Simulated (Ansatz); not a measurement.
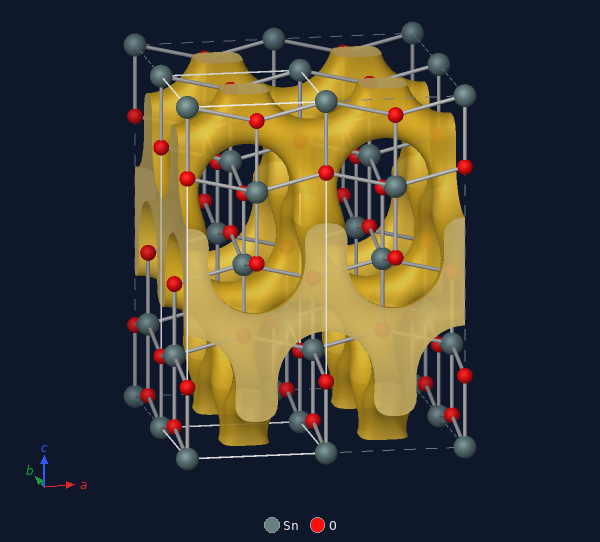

Crystal voids of SnO₂ (I4_1/amd): the yellow surface encloses the regions where the procrystal electron density, the sum of the densities of spherically averaged neutral Hartree-Fock atoms, is below 0.01 e/bohr³ (2×2×1 cells, view slightly off an axis). No self-consistent density enters. Pale faces close the region where the drawn box cuts it. From Rb on the atoms have core potentials, so only their outer electrons count. The usual level for crystal voids is 0.002 e/bohr³; this crystal has almost no region below it, so a higher level is used, which marks the interstitial space of lowest density.

Origin of the cell: the geometry relaxed with DFT PBEsol, scalar-relativistic, plane waves, PAW (Ansatz).

```yaml
crystal:
  lattice:
    - [4.01153, 0.00000, 0.00000]
    - [0.00000, 4.01153, 0.00000]
    - [0.00000, 0.00000, 10.24815]
  atoms:
    - { symbol: Sn, position: [0.00000, 0.50000, 0.25000] }
    - { symbol: Sn, position: [0.00000, 0.00000, 0.00000] }
    - { symbol: O, position: [0.50000, 0.50000, 0.29708] }
    - { symbol: O, position: [0.00000, 0.50000, 0.45292] }
    - { symbol: O, position: [0.00000, 0.00000, 0.20292] }
    - { symbol: O, position: [0.00000, 0.50000, 0.04708] }
    - { symbol: Sn, position: [0.50000, 0.00000, 0.75000] }
    - { symbol: Sn, position: [0.50000, 0.50000, 0.50000] }
    - { symbol: O, position: [0.00000, 0.00000, 0.79708] }
    - { symbol: O, position: [0.50000, 0.00000, 0.95292] }
    - { symbol: O, position: [0.50000, 0.50000, 0.70292] }
    - { symbol: O, position: [0.50000, 0.00000, 0.54708] }
```

What share of the cell is void by this measure?

Answer. The voids take about 19 % of the cell (32 Å³ of 164.9 Å³) and are bounded by about 79 Å² of surface per cell.

Are the voids connected in the whole crystal?

Answer. Where they connect, they form a three-dimensional network.

How low does the density fall, and where?

Answer. To about 0.0047 e/bohr³ near 0.00, 0.00, 0.47 (fractional), 2.0 Å from the nearest nucleus.

At what density do the voids first join through the crystal?

Answer. At about 0.0057 e/bohr³, as a three-dimensional network.
